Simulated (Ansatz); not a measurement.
# Geometry relaxation, with input and output: Si (part 1 of 2)

Si (8 atoms in the cell), computed with DFT PBE, scalar-relativistic, plane waves, PAW, no spin polarisation (Ansatz 0.2.0).

The structure was made by a generator, so it may or may not be a known phase. Figures and captions count atoms from 1; the log counts them from 0 in places.

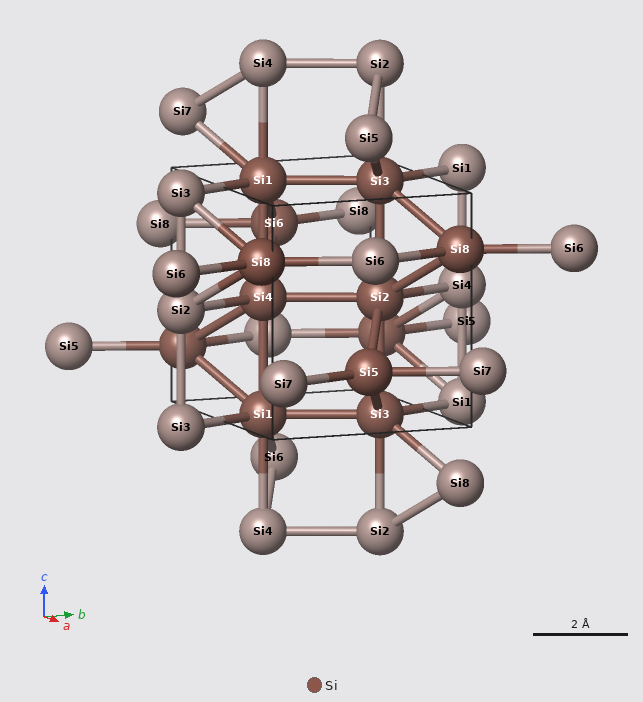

Figure 1. The input geometry (ball-and-stick view of the cell of the calculation, seen slightly off an axis; neighbours outside the cell are drawn fainter; atoms are numbered from 1 in the order of the input).

## The input
```yaml
crystal:
  lattice:
    - [5.6901793058, 0.0, 0.0]
    - [0.0, 4.5841348817, 0.0]
    - [0.0, 0.0, 5.0509301517]
  atoms:
    - { symbol: Si, position: [0.4138764885, 0.25, 0.0] }
    - { symbol: Si, position: [0.5861235115, 0.75, 0.5] }
    - { symbol: Si, position: [0.5861235115, 0.75, 0.0] }
    - { symbol: Si, position: [0.4138764885, 0.25, 0.5] }
    - { symbol: Si, position: [0.929193735, 0.519899118, 0.25] }
    - { symbol: Si, position: [0.070806265, 0.480100882, 0.75] }
    - { symbol: Si, position: [0.070806265, 0.019899118, 0.25] }
    - { symbol: Si, position: [0.929193735, 0.980100882, 0.75] }
basis:
  ecutwfc: 420
kpoints:
  mp_grid: { grid: [8, 8, 8] }
hamiltonian:
  xc: pbe
scf:
  occupations: { method: gaussian, width: 0.1 }
output:
  forces: true
  stress: true
  eigenvalues: true
  write_density: true
  write_potential: true
  elf: true
  volumetric_format: npy
relax:
  adjacent_minimum: "off"
  f_tol: 0.01
  max_steps: 80
  cell: { stress_tol: 0.05 }
```

Run on 1 thread of Arm Neoverse V2, 24 GiB of memory available, shared host.

Launch command:
```bash
ansatz run input.yaml --threads 1 --pin off --max-ram 2560MiB --backend cpu --events-out ev --progress --plain --runs-dir out
```

## Output
```
Engine: ansatz 0.2.0, aarch64-unknown-linux-gnu
Pseudopotentials: kind: paw
Pseudopotential: Si, paw, valence charge 4, recommended cutoff 420 eV (normal), Si.paw.azcp
Functional definition: PBE
  parameter kappa = 0.804
  parameter beta = 0.06672455060314922
  exchange = pbe_x(kappa = kappa, mu = beta*pi^2/3)
  correlation = pbe_c(beta = beta)
Crystal: 8 atoms, lattice volume = 131.751 Å³
Basis set: ecut = 420 eV, 2577 PW (Γ), exchange–correlation on 80×64×72 points (8 copies of the dense FFT grid, shifted against one another)
Bands: 24, of which v1, the nominal top of the filled ones, is band 16 counted from 1 (15 counted from 0)
Symmetry: 8 space group operations
Space group: Pbcm (ITA 57), of the structure as read, at distance tolerance 5.1e-5 Å
k-points: 125 of 512
Non-local potential: Si, projectors of the file, l = 0: 2, l = 1: 2, l = 2: 2
PAW form: soft (Blöchl's): semilocal exchange-correlation on the pseudo side does not see the compensation charge
PAW one-centre angular grid: Si, 110 points (default); XC on 64 Gauss nodes
Initial density: superposition of atomic densities (neutral atoms: chi_scale 0, normalization atom), corrected by the library's trained network
Initial wavefunctions: pseudopotential atomic-orbital guess
Functional: x = pbe(κ = 0.804, μ = 0.2195149727645171), c = pbe(β = 0.06672455060314922)
SCF iter   1: F=—  HF=-5082.780012 eV  |F-HF|=—  |Δ(HF+E_count)|=         —  Δρ=2.37e-3  dr2=5.57e-3  ethr=1.77e-3  ⟨swp⟩=7.4  Hψ=17909  notcnv=0
preconditioner: auto → Kerker (q_TF=auto, 2.155 Å⁻¹)  [metal: Δε(μ)=0.003 eV  Ē_g=7.637 eV  σ=0.100 eV  W_gap=0.02  n_scr=18 (ndim 8)  ℏωp=18.3 eV  f_vac=0.000  D(μ)=3.80/eV (n_scr^D=28)]
SCF iter   2: F=—  HF=-5082.781586 eV  |F-HF|=—  |Δ(HF+E_count)|=   1.57e-3  Δρ=1.34e-3  dr2=1.64e-3  ethr=1.74e-5  ⟨swp⟩=2.2  Hψ=5473  notcnv=0  defer=1
SCF iter   3: F=—  HF=-5082.782006 eV  |F-HF|=—  |Δ(HF+E_count)|=   4.20e-4  Δρ=1.54e-4  dr2=3.77e-5  ethr=5.14e-6  ⟨swp⟩=2.4  Hψ=4750  notcnv=0  defer=1
SCF iter   4: F=—  HF=-5082.781962 eV  |F-HF|=—  |Δ(HF+E_count)|=   4.42e-5  Δρ=3.99e-5  dr2=2.06e-6  ethr=1.18e-7  ⟨swp⟩=2.3  Hψ=4698  notcnv=0  defer=1
iter 5 did not close the SCF: its close was put off for the readings that it lacked (scf_convergence_deferred on its scf_iter line)
SCF iter   5: F=-5082.781962 eV  HF=-5082.781962 eV  |F-HF|=4.84e-9  |Δ(HF+E_count)|=   5.19e-7  Δρ=6.33e-6  dr2=6.04e-8  ethr=6.44e-9  ⟨swp⟩=2.1  Hψ=4743  notcnv=0  defer=1
SCF iter   6: F=-5082.781962 eV  HF=-5082.781962 eV  |F-HF|=6.31e-10  |Δ(HF+E_count)|=   1.64e-8  Δρ=1.19e-6  dr2=1.46e-9  ethr=1.89e-10  ⟨swp⟩=10.2  Hψ=20497  notcnv=0
SCF 1 converged in 6 iterations: F = -5082.781962 eV  dr2 = 1.46e-9
  greatest PAW one-centre occupation: 0.665 electrons in one spin orbital (limit 2), on the Si atom at site 7 (counted from 0), in its partial waves of l = 0
relax step   1: F+E_penalty+E_count = -5082.78196204 eV  Δ(F+E_penalty+E_count) = +0.000e0 eV  max|allowed force component| = 6.285e-2 eV/Å  Δτ_max = 0.0000 Å  P = +0.187 GPa  Ω = 131.751 Å³  (6 SCF iters, dr2 threshold 1.00e-7 eV, accepted)
Crystal: 8 atoms, lattice volume = 133.483 Å³
Basis set: ecut = 420 eV, 2597 PW (Γ), exchange–correlation on 80×64×72 points (8 copies of the dense FFT grid, shifted against one another)
Initial density: handed on by an earlier stage of this run
Initial wavefunctions: those handed on with the density
iter 1 solved again at ethr=1.03e-5 eV; its pass at ethr=3.10e-3 eV (dr2=3.29e-3 eV) is discarded
SCF iter   1: F=—  HF=-5082.808834 eV  |F-HF|=—  |Δ(HF+E_count)|=         —  Δρ=1.80e-3  dr2=3.37e-3  ethr=1.03e-5  ⟨swp⟩=1.8  Hψ=18832  notcnv=0
preconditioner: auto → Kerker (q_TF=auto, 2.150 Å⁻¹)  [metal: Δε(μ)=0.007 eV  Ē_g=7.613 eV  σ=0.100 eV  W_gap=0.04  n_scr=18 (ndim 8)  ℏωp=18.2 eV  f_vac=0.000  D(μ)=3.67/eV (n_scr^D=28)]
SCF iter   2: F=—  HF=-5082.808621 eV  |F-HF|=—  |Δ(HF+E_count)|=   2.13e-4  Δρ=1.09e-3  dr2=1.24e-3  ethr=1.03e-5  ⟨swp⟩=1.0  Hψ=3000  notcnv=0
SCF iter   3: F=—  HF=-5082.808501 eV  |F-HF|=—  |Δ(HF+E_count)|=   1.21e-4  Δρ=7.37e-5  dr2=7.61e-6  ethr=3.89e-6  ⟨swp⟩=2.0  Hψ=4889  notcnv=0
SCF iter   4: F=—  HF=-5082.808449 eV  |F-HF|=—  |Δ(HF+E_count)|=   5.19e-5  Δρ=1.90e-5  dr2=6.09e-7  ethr=2.50e-9  ⟨swp⟩=11.4  Hψ=23859  notcnv=0
SCF iter   5: F=-5082.808449 eV  HF=-5082.808449 eV  |F-HF|=4.73e-9  |Δ(HF+E_count)|=   1.46e-7  Δρ=3.13e-6  dr2=1.46e-8  ethr=1.90e-9  ⟨swp⟩=6.1  Hψ=18766  notcnv=0
SCF 2 converged in 5 iterations: F = -5082.808449 eV  dr2 = 1.46e-8
relax step   2: F+E_penalty+E_count = -5082.80844881 eV  Δ(F+E_penalty+E_count) = -2.649e-2 eV  max|allowed force component| = 6.781e-2 eV/Å  Δτ_max = 0.0273 Å  P = -0.180 GPa  Ω = 133.483 Å³  energy of the carried Pulay correction = -2.516e-4 eV  (5 SCF iters, dr2 threshold 8.00e-7 eV, accepted)
Crystal: 8 atoms, lattice volume = 134.920 Å³
Basis set: ecut = 420 eV, 2617 PW (Γ), exchange–correlation on 80×64×72 points (8 copies of the dense FFT grid, shifted against one another)
iter 1 solved again at ethr=4.06e-5 eV; its pass at ethr=3.10e-3 eV (dr2=1.30e-2 eV) is discarded
SCF iter   1: F=—  HF=-5082.828764 eV  |F-HF|=—  |Δ(HF+E_count)|=         —  Δρ=3.30e-3  dr2=1.26e-2  ethr=4.06e-5  ⟨swp⟩=1.6  Hψ=18591  notcnv=0
preconditioner: auto → Kerker (q_TF=auto, 2.147 Å⁻¹)  [metal: Δε(μ)=0.014 eV  Ē_g=7.615 eV  σ=0.100 eV  W_gap=0.08  n_scr=20 (ndim 8)  ℏωp=18.1 eV  f_vac=0.000  D(μ)=3.22/eV (n_scr^D=18)]
SCF iter   2: F=—  HF=-5082.827152 eV  |F-HF|=—  |Δ(HF+E_count)|=   1.61e-3  Δρ=1.96e-3  dr2=4.29e-3  ethr=3.93e-5  ⟨swp⟩=1.0  Hψ=3000  notcnv=0
SCF iter   3: F=—  HF=-5082.826304 eV  |F-HF|=—  |Δ(HF+E_count)|=   8.48e-4  Δρ=1.17e-4  dr2=1.93e-5  ethr=1.34e-5  ⟨swp⟩=2.0  Hψ=4798  notcnv=0
SCF iter   4: F=—  HF=-5082.826321 eV  |F-HF|=—  |Δ(HF+E_count)|=   1.77e-5  Δρ=3.43e-5  dr2=1.92e-6  ethr=2.50e-9  ⟨swp⟩=12.0  Hψ=24779  notcnv=0
SCF iter   5: F=-5082.826322 eV  HF=-5082.826322 eV  |F-HF|=8.67e-9  |Δ(HF+E_count)|=   3.28e-7  Δρ=5.28e-6  dr2=5.35e-8  ethr=2.50e-9  ⟨swp⟩=9.7  Hψ=20546  notcnv=0
SCF 3 converged in 5 iterations: F = -5082.826322 eV  dr2 = 5.35e-8
relax step   3: F+E_penalty+E_count = -5082.82632165 eV  Δ(F+E_penalty+E_count) = -1.787e-2 eV  max|allowed force component| = 8.324e-2 eV/Å  Δτ_max = 0.0573 Å  P = -0.252 GPa  Ω = 134.920 Å³  energy of the carried Pulay correction = -4.580e-4 eV  (5 SCF iters, dr2 threshold 8.00e-7 eV, accepted)
Crystal: 8 atoms, lattice volume = 137.741 Å³
Basis set: ecut = 420 eV, 2697 PW (Γ), exchange–correlation on 80×64×72 points (8 copies of the dense FFT grid, shifted against one another)
iter 1 solved again at ethr=4.87e-4 eV; its pass at ethr=3.10e-3 eV (dr2=1.56e-1 eV) is discarded
SCF iter   1: F=—  HF=-5082.848006 eV  |F-HF|=—  |Δ(HF+E_count)|=         —  Δρ=7.99e-3  dr2=1.35e-1  ethr=4.87e-4  ⟨swp⟩=1.0  Hψ=19762  notcnv=0
preconditioner: auto → Kerker (q_TF=auto, 2.139 Å⁻¹)  [metal: Δε(μ)=0.006 eV  Ē_g=7.595 eV  σ=0.100 eV  W_gap=0.03  n_scr=28 (ndim 8)  ℏωp=17.9 eV  f_vac=0.000  D(μ)=3.60/eV (n_scr^D=28)]
SCF iter   2: F=—  HF=-5082.829484 eV  |F-HF|=—  |Δ(HF+E_count)|=   1.85e-2  Δρ=4.53e-3  dr2=3.44e-2  ethr=4.21e-4  ⟨swp⟩=1.0  Hψ=3000  notcnv=0
SCF iter   3: F=—  HF=-5082.822858 eV  |F-HF|=—  |Δ(HF+E_count)|=   6.63e-3  Δρ=5.26e-4  dr2=3.21e-4  ethr=1.07e-4  ⟨swp⟩=1.8  Hψ=3930  notcnv=0
SCF iter   4: F=—  HF=-5082.822779 eV  |F-HF|=—  |Δ(HF+E_count)|=   7.83e-5  Δρ=7.97e-5  dr2=7.90e-6  ethr=1.00e-6  ⟨swp⟩=2.7  Hψ=5137  notcnv=0
SCF iter   5: F=-5082.822781 eV  HF=-5082.822781 eV  |F-HF|=2.12e-7  |Δ(HF+E_count)|=   2.28e-6  Δρ=1.11e-5  dr2=4.36e-7  ethr=2.50e-9  ⟨swp⟩=12.3  Hψ=24865  notcnv=0
SCF 4 converged in 5 iterations: F = -5082.822781 eV  dr2 = 4.36e-7
  Residual-converged pass: ⟨swp⟩=1.0  Hψ=3501  notcnv=0  max |occ|·‖R‖ = 7.1e-9 eV (tolerance 1.0e-8 eV)  dr2=4.36e-7  dr2_onsite=2.84e-9  max |Δocc| = 5.1e-10
  greatest PAW one-centre occupation: 0.666 electrons in one spin orbital (limit 2), on the Si atom at site 7 (counted from 0), in its partial waves of l = 0
relax step   4: F+E_penalty+E_count = -5082.82278126 eV  Δ(F+E_penalty+E_count) = +3.540e-3 eV  max|allowed force component| = 4.138e-2 eV/Å  Δτ_max = 0.1346 Å  P = -0.931 GPa  Ω = 137.741 Å³  energy of the carried Pulay correction = -8.565e-4 eV  (5 SCF iters, dr2 threshold 8.00e-7 eV, rejected (line search))
Crystal: 8 atoms, lattice volume = 134.566 Å³
Basis set: ecut = 420 eV, 2621 PW (Γ), exchange–correlation on 80×64×72 points (8 copies of the dense FFT grid, shifted against one another)
iter 1 solved again at ethr=5.65e-5 eV; its pass at ethr=3.10e-3 eV (dr2=1.81e-2 eV) is discarded
SCF iter   1: F=—  HF=-5082.838832 eV  |F-HF|=—  |Δ(HF+E_count)|=         —  Δρ=4.00e-3  dr2=2.01e-2  ethr=5.65e-5  ⟨swp⟩=1.3  Hψ=18493  notcnv=0
preconditioner: auto → Kerker (q_TF=auto, 2.147 Å⁻¹)  [metal: Δε(μ)=0.007 eV  Ē_g=7.658 eV  σ=0.100 eV  W_gap=0.04  n_scr=20 (ndim 8)  ℏωp=18.1 eV  f_vac=0.000  D(μ)=3.10/eV (n_scr^D=18)]
SCF iter   2: F=—  HF=-5082.836151 eV  |F-HF|=—  |Δ(HF+E_count)|=   2.68e-3  Δρ=2.36e-3  dr2=6.52e-3  ethr=5.65e-5  ⟨swp⟩=1.0  Hψ=3000  notcnv=0
SCF iter   3: F=—  HF=-5082.834869 eV  |F-HF|=—  |Δ(HF+E_count)|=   1.28e-3  Δρ=1.55e-4  dr2=2.87e-5  ethr=2.04e-5  ⟨swp⟩=1.9  Hψ=4294  notcnv=0
SCF iter   4: F=—  HF=-5082.834833 eV  |F-HF|=—  |Δ(HF+E_count)|=   3.66e-5  Δρ=4.13e-5  dr2=2.09e-6  ethr=8.96e-8  ⟨swp⟩=2.4  Hψ=4911  notcnv=0
SCF iter   5: F=—  HF=-5082.834834 eV  |F-HF|=—  |Δ(HF+E_count)|=   9.80e-7  Δρ=5.74e-6  dr2=6.44e-8  ethr=6.52e-9  ⟨swp⟩=2.4  Hψ=5027  notcnv=0
SCF iter   6: F=—  HF=-5082.834834 eV  |F-HF|=—  |Δ(HF+E_count)|=   2.14e-8  Δρ=1.25e-6  dr2=3.06e-9  ethr=2.01e-10  ⟨swp⟩=2.4  Hψ=5052  notcnv=0
SCF iter   7: F=-5082.834834 eV  HF=-5082.834834 eV  |F-HF|=2.00e-11  |Δ(HF+E_count)|=   1.05e-9  Δρ=2.01e-7  dr2=6.23e-11  ethr=1.00e-12  ⟨swp⟩=5.4  Hψ=16740  notcnv=0
the search or the solves at the SCF's close seem to have found levels that the self-consistency loop had missed (the run counts 1). By its estimate they hold under 1e-12 electrons; where the run keeps them, the occupations were computed again with them
SCF 5 converged in 7 iterations: F = -5082.834834 eV  dr2 = 6.23e-11
relax step   5: F+E_penalty+E_count = -5082.83483367 eV  Δ(F+E_penalty+E_count) = -8.512e-3 eV  max|allowed force component| = 2.807e-2 eV/Å  Δτ_max = 0.0643 Å  P = +0.478 GPa  Ω = 134.566 Å³  energy of the carried Pulay correction = -4.072e-4 eV  (7 SCF iters, accepted)
Crystal: 8 atoms, lattice volume = 135.281 Å³
Basis set: ecut = 420 eV, 2653 PW (Γ), exchange–correlation on 80×64×72 points (8 copies of the dense FFT grid, shifted against one another)
iter 1 solved again at ethr=6.54e-6 eV; its pass at ethr=3.10e-3 eV (dr2=2.09e-3 eV) is discarded
SCF iter   1: F=—  HF=-5082.836589 eV  |F-HF|=—  |Δ(HF+E_count)|=         —  Δρ=8.94e-4  dr2=2.14e-3  ethr=6.54e-6  ⟨swp⟩=2.7  Hψ=17180  notcnv=0
preconditioner: auto → Kerker (q_TF=auto, 2.146 Å⁻¹)  [metal: Δε(μ)=0.014 eV  Ē_g=7.623 eV  σ=0.100 eV  W_gap=0.08  n_scr=20 (ndim 8)  ℏωp=18.1 eV  f_vac=0.000  D(μ)=3.12/eV (n_scr^D=18)]
SCF iter   2: F=—  HF=-5082.836248 eV  |F-HF|=—  |Δ(HF+E_count)|=   3.40e-4  Δρ=4.95e-4  dr2=5.12e-4  ethr=6.54e-6  ⟨swp⟩=1.0  Hψ=3000  notcnv=0
SCF iter   3: F=—  HF=-5082.836105 eV  |F-HF|=—  |Δ(HF+E_count)|=   1.43e-4  Δρ=7.75e-5  dr2=1.15e-5  ethr=1.60e-6  ⟨swp⟩=1.7  Hψ=3901  notcnv=0
SCF iter   4: F=-5082.836102 eV  HF=-5082.836102 eV  |F-HF|=1.06e-7  |Δ(HF+E_count)|=   2.30e-6  Δρ=1.77e-5  dr2=7.27e-7  ethr=2.46e-9  ⟨swp⟩=8.3  Hψ=23695  notcnv=0
SCF 6 converged in 4 iterations: F = -5082.836102 eV  dr2 = 7.27e-7
relax step   6: F+E_penalty+E_count = -5082.83610229 eV  Δ(F+E_penalty+E_count) = -1.269e-3 eV  max|allowed force component| = 5.945e-3 eV/Å  Δτ_max = 0.0115 Å  P = -0.148 GPa  Ω = 135.281 Å³  energy of the carried Pulay correction = -5.094e-4 eV  (4 SCF iters, dr2 threshold 7.86e-7 eV, accepted)
Crystal: 8 atoms, lattice volume = 135.183 Å³
Basis set: ecut = 420 eV, 2645 PW (Γ), exchange–correlation on 80×64×72 points (8 copies of the dense FFT grid, shifted against one another)
iter 1 solved again at ethr=2.31e-6 eV; its pass at ethr=3.10e-3 eV (dr2=7.38e-4 eV) is discarded
SCF iter   1: F=—  HF=-5082.836450 eV  |F-HF|=—  |Δ(HF+E_count)|=         —  Δρ=6.78e-4  dr2=7.38e-4  ethr=2.31e-6  ⟨swp⟩=2.6  Hψ=17372  notcnv=0
preconditioner: auto → Kerker (q_TF=auto, 2.146 Å⁻¹)  [metal: Δε(μ)=0.008 eV  Ē_g=7.635 eV  σ=0.100 eV  W_gap=0.04  n_scr=20 (ndim 8)  ℏωp=18.1 eV  f_vac=0.000  D(μ)=3.09/eV (n_scr^D=18)]
SCF iter   2: F=—  HF=-5082.836355 eV  |F-HF|=—  |Δ(HF+E_count)|=   9.51e-5  Δρ=3.87e-4  dr2=1.97e-4  ethr=2.30e-6  ⟨swp⟩=1.0  Hψ=3000  notcnv=0
SCF iter   3: F=—  HF=-5082.836314 eV  |F-HF|=—  |Δ(HF+E_count)|=   4.05e-5  Δρ=4.53e-5  dr2=2.87e-6  ethr=6.15e-7  ⟨swp⟩=1.0  Hψ=3000  notcnv=0
SCF iter   4: F=—  HF=-5082.836277 eV  |F-HF|=—  |Δ(HF+E_count)|=   3.70e-5  Δρ=9.97e-6  dr2=1.83e-7  ethr=8.96e-9  ⟨swp⟩=2.2  Hψ=4741  notcnv=0
SCF iter   5: F=-5082.836277 eV  HF=-5082.836277 eV  |F-HF|=6.29e-10  |Δ(HF+E_count)|=   1.19e-8  Δρ=2.41e-6  dr2=6.24e-9  ethr=3.41e-10  ⟨swp⟩=8.9  Hψ=18884  notcnv=0
SCF 7 converged in 5 iterations: F = -5082.836277 eV  dr2 = 6.24e-9
relax step   7: F+E_penalty+E_count = -5082.83627727 eV  Δ(F+E_penalty+E_count) = -1.750e-4 eV  max|allowed force component| = 3.666e-3 eV/Å  Δτ_max = 0.0123 Å  P = +0.039 GPa  Ω = 135.183 Å³  energy of the carried Pulay correction = -4.954e-4 eV  (5 SCF iters, dr2 threshold 1.09e-7 eV, accepted)
Crystal: 8 atoms, lattice volume = 135.186 Å³
Basis set: ecut = 420 eV, 2637 PW (Γ), exchange–correlation on 80×64×72 points (8 copies of the dense FFT grid, shifted against one another)
iter 1 solved again at ethr=4.64e-8 eV; its pass at ethr=3.10e-3 eV (dr2=1.48e-5 eV) is discarded
SCF iter   1: F=—  HF=-5082.836340 eV  |F-HF|=—  |Δ(HF+E_count)|=         —  Δρ=1.23e-4  dr2=1.63e-5  ethr=4.64e-8  ⟨swp⟩=2.7  Hψ=17842  notcnv=0
preconditioner: auto → Kerker (q_TF=auto, 2.146 Å⁻¹)  [metal: Δε(μ)=0.011 eV  Ē_g=7.633 eV  σ=0.100 eV  W_gap=0.06  n_scr=20 (ndim 8)  ℏωp=18.1 eV  f_vac=0.000  D(μ)=3.10/eV (n_scr^D=18)]
SCF iter   2: F=—  HF=-5082.836304 eV  |F-HF|=—  |Δ(HF+E_count)|=   3.64e-5  Δρ=7.38e-5  dr2=5.93e-6  ethr=4.64e-8  ⟨swp⟩=1.0  Hψ=3000  notcnv=0
SCF iter   3: F=—  HF=-5082.836303 eV  |F-HF|=—  |Δ(HF+E_count)|=   1.25e-6  Δρ=4.92e-6  dr2=3.62e-8  ethr=1.85e-8  ⟨swp⟩=1.9  Hψ=4628  notcnv=0
SCF iter   4: F=-5082.836303 eV  HF=-5082.836303 eV  |F-HF|=3.79e-10  |Δ(HF+E_count)|=   3.31e-9  Δρ=1.94e-6  dr2=6.11e-9  ethr=4.71e-11  ⟨swp⟩=7.8  Hψ=16842  notcnv=0
SCF 8 converged in 4 iterations: F = -5082.836303 eV  dr2 = 6.11e-9
relax step   8: F+E_penalty+E_count = -5082.83630261 eV  Δ(F+E_penalty+E_count) = -2.534e-5 eV  max|allowed force component| = 7.048e-4 eV/Å  Δτ_max = 0.0023 Å  P = +0.004 GPa  Ω = 135.186 Å³  energy of the carried Pulay correction = -4.959e-4 eV  (4 SCF iters, dr2 threshold 1.51e-8 eV, accepted)
Basis set: ecut = 420 eV, 2637 PW (Γ), exchange–correlation on 80×60×72 points (8 copies of the dense FFT grid, shifted against one another)
Initial wavefunctions: pseudopotential atomic-orbital guess (no wavefunctions were taken with the density)
iter 1 solved again at ethr=1.89e-7 eV; its pass at ethr=3.10e-3 eV (dr2=6.04e-5 eV) is discarded
SCF iter   1: F=—  HF=-5082.837474 eV  |F-HF|=—  |Δ(HF+E_count)|=         —  Δρ=3.81e-5  dr2=1.65e-7  ethr=1.89e-7  ⟨swp⟩=3.0  Hψ=26032  notcnv=0
SCF iter   2: F=—  HF=-5082.837338 eV  |F-HF|=—  |Δ(HF+E_count)|=   1.36e-4  Δρ=2.01e-5  dr2=4.81e-8  ethr=5.15e-10  ⟨swp⟩=2.0  Hψ=5058  notcnv=0
SCF iter   3: F=—  HF=-5082.837339 eV  |F-HF|=—  |Δ(HF+E_count)|=   9.29e-7  Δρ=1.55e-6  dr2=1.27e-9  ethr=1.50e-10  ⟨swp⟩=2.0  Hψ=5021  notcnv=0
SCF iter   4: F=—  HF=-5082.837339 eV  |F-HF|=—  |Δ(HF+E_count)|=   2.82e-9  Δρ=6.49e-7  dr2=2.96e-10  ethr=3.96e-12  ⟨swp⟩=2.9  Hψ=5279  notcnv=0
SCF iter   5: F=-5082.837339 eV  HF=-5082.837339 eV  |F-HF|=1.82e-12  |Δ(HF+E_count)|=  2.11e-10  Δρ=6.88e-8  dr2=8.43e-12  ethr=1.00e-12  ⟨swp⟩=7.1  Hψ=15401  notcnv=0
SCF 9 converged in 5 iterations: F = -5082.837339 eV  dr2 = 8.43e-12
  greatest PAW one-centre occupation: 0.665 electrons in one spin orbital (limit 2), on the Si atom at site 5 (counted from 0), in its partial waves of l = 0
relax step   9: F+E_penalty+E_count = -5082.83733897 eV  Δ(F+E_penalty+E_count) = -1.036e-3 eV  max|allowed force component| = 6.058e-4 eV/Å  Δτ_max = 0.0000 Å  P = +0.015 GPa  Ω = 135.186 Å³  stress off target by 3.14e-2 GPa  SCF on the basis re-selected at this cell (its energy is not comparable with the rows above)  (5 SCF iters)
```

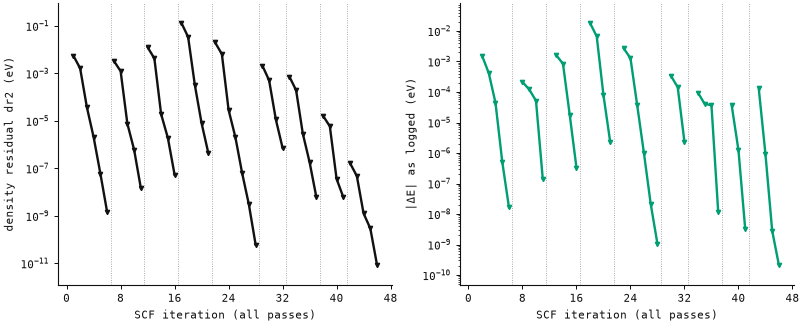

Figure 2. Convergence of the self-consistent field: density residual dr2 and size of the energy change against the SCF iteration. The dotted lines part the SCF passes of the relaxation: geometry steps, rejected trials and re-solves on a re-selected basis. The 9 passes take 4 to 7 iterations each, 46 in all.
